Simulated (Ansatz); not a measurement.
System: GaAs, space group I-4m2, 2 atoms in the cell, zincblende type, uniaxial (z) strain −1.5%.

```cif
data_structure
_symmetry_space_group_name_H-M 'I-4m2'
_symmetry_Int_Tables_number 119
_cell_length_a 4.0066
_cell_length_b 4.0066
_cell_length_c 5.5812
_cell_angle_alpha 90.000
_cell_angle_beta 90.000
_cell_angle_gamma 90.000
_cell_volume 89.59
loop_
_atom_site_label
_atom_site_type_symbol
_atom_site_symmetry_multiplicity
_atom_site_Wyckoff_symbol
_atom_site_fract_x
_atom_site_fract_y
_atom_site_fract_z
_atom_site_occupancy
Ga1 Ga 2 a 0.00000 0.00000 0.00000 1
As1 As 2 c 0.00000 0.50000 0.25000 1
```

Computed with Ansatz: DFT, r2SCAN, plane waves, PAW, no spin polarisation, 8×8×8 k mesh, 500 eV cutoff.

What does the calculation give for the electronic structure?

There is a gap; over the k points computed it is 1.02 eV (direct among those points). The upper group of valence states starts about 7.1 eV under the valence-band top, with a gap beneath it; it holds about 6 electrons a cell.

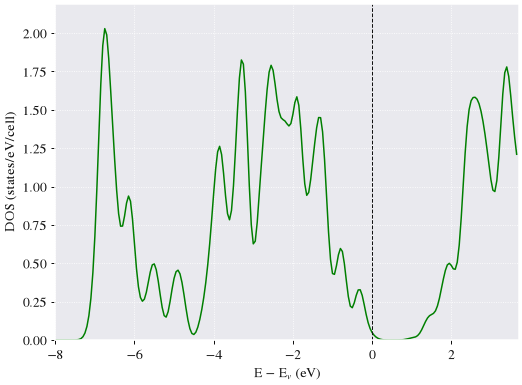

Density of states. Energies are counted from the top of the valence band. The curve is built from the levels of the k mesh with Gaussians 0.3 eV wide, which also blur the band edges.
